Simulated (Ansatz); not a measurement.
Al: several calculations on one system

Part 1: Relaxation

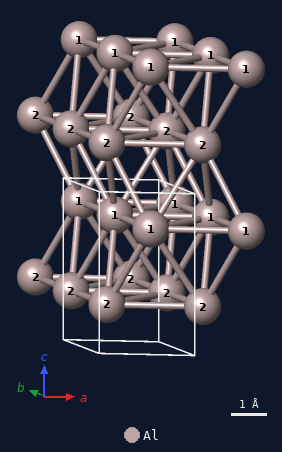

This is the input geometry for a relaxation of a crystal of Al (set up in P6_3/mmc). Style: ball-and-stick. Shown: the cell of the calculation, repeated 2 × 3 × 2 with one cell outlined, slightly off an axis.

Case: biaxial strain in the a-b plane of -1.0 %; c and atoms relaxed.

Theory: DFT PBE+D3(BJ), scalar-relativistic, plane waves, PAW (Ansatz 0.2.0).

Input file:
```yaml
crystal:
  lattice:
    - [2.7757854091, 0.0, 0.0]
    - [-1.3878927046, 2.4039006798, 0.0]
    - [0.0, 0.0, 4.7044567891]
  atoms:
    - { symbol: Al, position: [0.6666666667, 0.3333333333, 0.75] }
    - { symbol: Al, position: [0.3333333333, 0.6666666667, 0.25] }
basis:
  ecutwfc: 420
kpoints:
  mp_grid: { grid: [24, 24, 12] }
hamiltonian:
  xc: pbe
  dispersion: d3bj
scf:
  occupations: { method: gaussian, width: 0.1 }
output:
  forces: true
  stress: true
  eigenvalues: true
  write_density: true
  write_potential: true
  elf: true
  volumetric_format: npy
relax:
  adjacent_minimum: "off"
  f_tol: 0.008
  max_steps: 40
  cell: { stress_tol: 0.015, fix: [a, b, gamma] }
```

Command:
```bash
ansatz run input.yaml --threads 1 --pin off --max-ram 2560MiB --backend cpu --events-out ev --progress --plain --runs-dir out
```

### What does the optimiser find from here?

Over 2 accepted moves (3 points after the start) the energy falls by 0.2 meV per atom. All forces vanish by symmetry, so only the cell relaxes. Pressure: 1.34 GPa at the start and 1.79 GPa at the end. The SCF was repeated once at an unchanged geometry on a basis and grid sized afresh for the cell, which shifted the energy by less than 0.05 meV per atom at most. No atom moves by more than 0.005 Å relative to the cell. The volume changes by −0.6 %, with a = b unchanged at 2.776 Å, c 4.704 → 4.679 Å (−0.6 %). Among the contacts that change: Al1–Al2 2.846 → 2.836 Å. The space group stays P6_3/mmc (No. 194). The run took 21 s on 1 thread of Arm Neoverse V2, on a shared host, peak memory 0.4 GiB.

Part 2: Relaxation

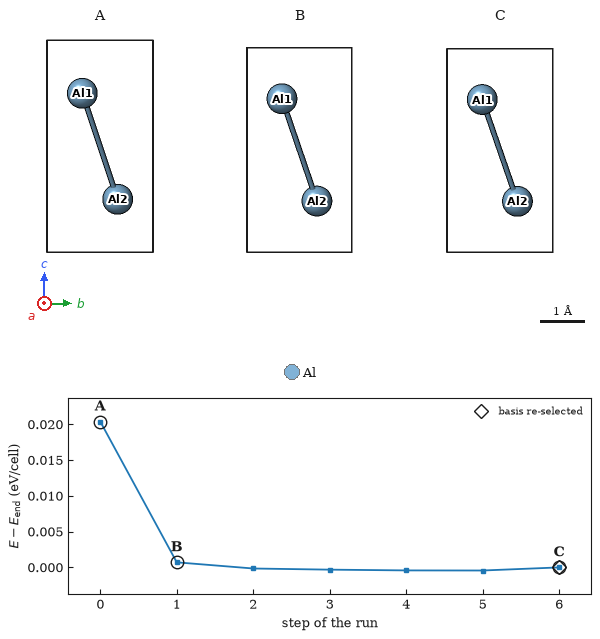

Frames of a relaxation of solid Al (set up in P6_3/mmc), marked on the history of the run. A ball-and-stick model of the cell of the calculation, seen along the a axis.

Method: DFT PBE+D3(BJ), scalar-relativistic, plane waves, PAW (Ansatz).

Input file:
```yaml
crystal:
  lattice:
    - [2.8124553515, 0.0, 0.0]
    - [-1.4062276757, 2.4356577814, 0.0]
    - [0.0, 0.0, 4.86685]
  atoms:
    - { symbol: Al, position: [0.66666667, 0.33333333, 0.75] }
    - { symbol: Al, position: [0.33333333, 0.66666667, 0.25] }
basis:
  ecutwfc: 420
kpoints:
  mp_grid: { grid: [18, 18, 10] }
hamiltonian:
  xc: pbe
  dispersion: d3bj
scf:
  occupations: { method: gaussian, width: 0.1 }
output:
  forces: true
  stress: true
  eigenvalues: true
  write_density: true
  write_potential: true
  elf: true
  volumetric_format: npy
relax:
  adjacent_minimum: "off"
  f_tol: 0.005
  max_steps: 80
  cell: { stress_tol: 0.05 }
```

Launched with:
```bash
ansatz run input.yaml --threads 1 --pin off --max-ram 2560MiB --backend cpu --events-out ev --progress --plain --runs-dir out
```

**Describe the path.**

The atoms keep their places relative to the cell (all moves are under 0.005 Å). Cell: a = b 2.812 → 2.804 Å (−0.3 %), c 4.867 → 4.676 Å (−3.9 %). Volume −4.5 %. Near-neighbour distances that change, for instance: Al1–Al2 2.925 → 2.844 Å, Al1–Al1 2.812 → 2.804 Å. The space group stays P6_3/mmc (No. 194). The energy falls by 20.4 meV per cell of the calculation in 5 accepted moves (6 points after the start). All forces vanish by symmetry, so only the cell relaxes. Pressure: −3.21 GPa at the start and −0.03 GPa at the end. At 1 point the geometry stayed and the basis and grid were re-selected for the new cell (energy shift of 0.4 meV per cell of the calculation at most each time). From step 0 to 1: volume −5.4 %, energy −19.7 meV per cell of the calculation. From step 1 to 6: volume +1.0 %, energy −0.7 meV per cell of the calculation.

```csv
step,"E − E(0), meV/atom","pressure, GPa","volume, Å³/atom",note
0,0.00,-3.21,16.669,
1,-9.84,0.87,15.764,
2,-10.27,0.01,15.921,
3,-10.35,-0.03,15.926,
4,-10.40,0.02,15.915,
5,-10.41,0.00,15.919,
6,-10.20,-0.03,15.919,"same geometry, new basis"
```

Part 3: Series

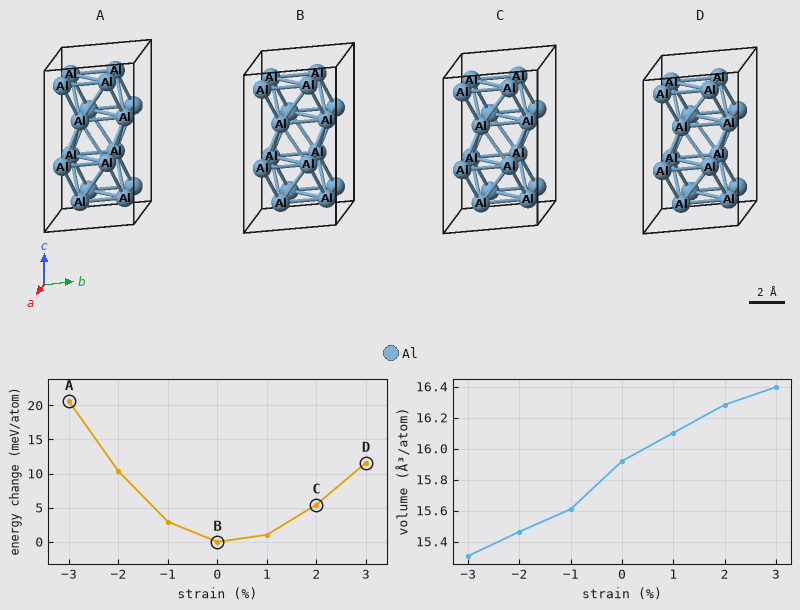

Members of a series of calculations on a crystal of Al (set up in P6_3/mmc), marked on the first curve. A ball-and-stick model of the cell of the calculation, repeated to show the pattern, seen slightly off an axis.

Computed with DFT PBE+D3(BJ), scalar-relativistic, plane waves, PAW (Ansatz 0.2.0). Settings: plane-wave cutoff 420 eV; k-point mesh 24 × 24 × 12; occupations gaussian; smearing width 0.1 eV; no spin polarisation.

Question: Describe the series.

Answer: Biaxial strain in the a–b plane, c and atoms relaxed. A (strain −3.0 %): energy change 20.6 meV/atom, volume 15.31 Å³ per atom. B (strain 0.0 %): energy change 0.0 meV/atom, volume 15.92 Å³ per atom. C (strain 2.0 %): energy change 5.4 meV/atom, volume 16.28 Å³ per atom. D (strain 3.0 %): energy change 11.6 meV/atom, volume 16.40 Å³ per atom. The rest compares A with D. The volume changes by +7.1 %, with a = b 5.439 → 5.776 Å (+6.2 %), c 9.558 → 9.080 Å (−5.0 %). Near-neighbour distances before and after: Al–Al 2.720 → 2.888 Å, Al–Al 2.859 → 2.817 Å.

Part 4: Series

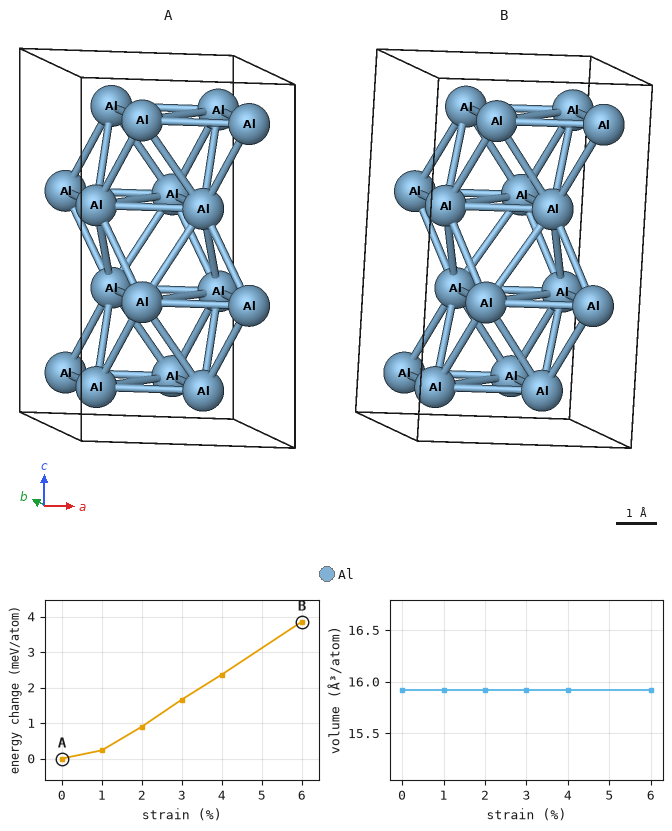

Members of a series of calculations on a crystal of Al (set up in P6_3/mmc), marked on the first curve. The picture is a ball-and-stick view of the cell of the calculation, repeated to show the pattern, seen slightly off an axis.

These are results of Ansatz 0.2.0, DFT PBE+D3(BJ), scalar-relativistic, plane waves, PAW, not measurements. (plane-wave cutoff 420 eV; k-point mesh 24 × 24 × 12; occupations gaussian; smearing width 0.1 eV; no spin polarisation)

> Describe the series.

Shear of c along a, cell held, atoms relaxed. A (strain 0.0 %): energy change 0.0 meV/atom, volume 15.92 Å³ per atom. B (strain 6.0 %): energy change 3.9 meV/atom, volume 15.92 Å³ per atom. The rest compares A with B. The drawn cell changes at constant volume: a = b unchanged at 5.608 Å, c 9.353 → 9.370 Å (+0.2 %), α 90.0° → 91.7°, β 90.0° → 86.6°. Among the bonded contacts that change: Al–Al 2.844 → 2.784 to 2.921 Å.
